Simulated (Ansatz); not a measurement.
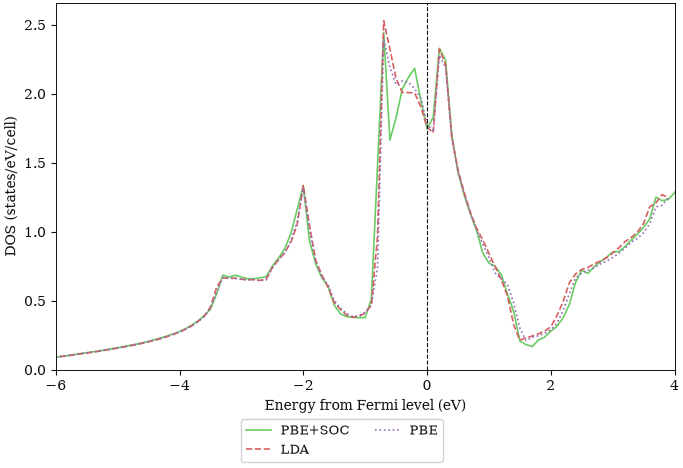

Total densities of states of Hf, space group Im-3m, 1 atom in the cell, by three methods on the same cell. Each is counted from its own Fermi level.

**What changes from one method to the other?**

PBE+SOC gives a metal with about 2 states per eV and cell at the Fermi level, LDA gives a metal with about 1.9 states per eV and cell at the Fermi level and PBE gives a metal with about 2 states per eV and cell at the Fermi level.

Settings. PBE+SOC: DFT PBE, spin-orbit coupling, plane waves, PAW, 16×16×16 k mesh, 420 eV cutoff, Gaussian smearing of 0.1 eV (Ansatz 0.2.0). LDA: DFT LDA, scalar-relativistic, plane waves, PAW, no spin polarisation, 16×16×16 k mesh, 420 eV cutoff (Ansatz). PBE: DFT PBE, scalar-relativistic, plane waves, PAW, no spin polarisation, 16×16×16 k mesh, 420 eV cutoff, Gaussian smearing of 0.1 eV (Ansatz).
